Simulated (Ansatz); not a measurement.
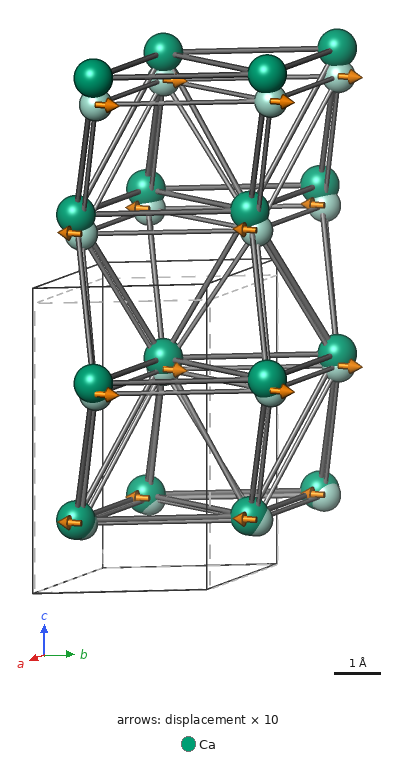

A symmetric starting cell of Ca, drawn pale, and a changed version of it, drawn solid. The orange arrows show how the atoms are displaced (without the part that the change of the cell carries along), magnified 10 times. Besides, the cell is strained by +5.5 % along c, +3.2 % along a, −1.7 % along [1 2 0] (volume +7.0 %). A ball-and-stick model of the cell of the calculation, reduced to other axes, repeated 2 × 2 × 2 with one cell outlined, seen slightly off an axis. Lengths and directions refer to the drawn axes.

These are results of DFT PBE, scalar-relativistic, plane waves, PAW (Ansatz 0.2.0), not measurements. (plane-wave cutoff 420 eV; k-point mesh 12 × 12 × 8; occupations gaussian; smearing width 0.1 eV; no spin polarisation)

**Describe the displacements and the computed response.**

Atoms are displaced by 0.06 Å relative to the cell. No relaxation follows. The starting cell wasn't computed here and needn't be at equilibrium, so pressure and forces aren't due to the change alone. The pressure is −1.4 GPa (not all of it need come from the change, since the unchanged cell can be under pressure at this level too). The principal stresses (compression positive) are −0.2 GPa along [1 2 0], −1.6 GPa along a, −2.3 GPa along c. The largest forces, 0.083 eV/Å, act on 2 Ca atoms of the calculation's cell. The forces point straight back along the displacements (cosine −1.00). Among the bonded contacts that change: Ca–Ca 3.979 → 4.185 Å, Ca–Ca 3.945 → 4.013 to 4.068 Å, Ca–Ca 3.926 → 3.910 Å. The space group stays Cmcm (No. 63).
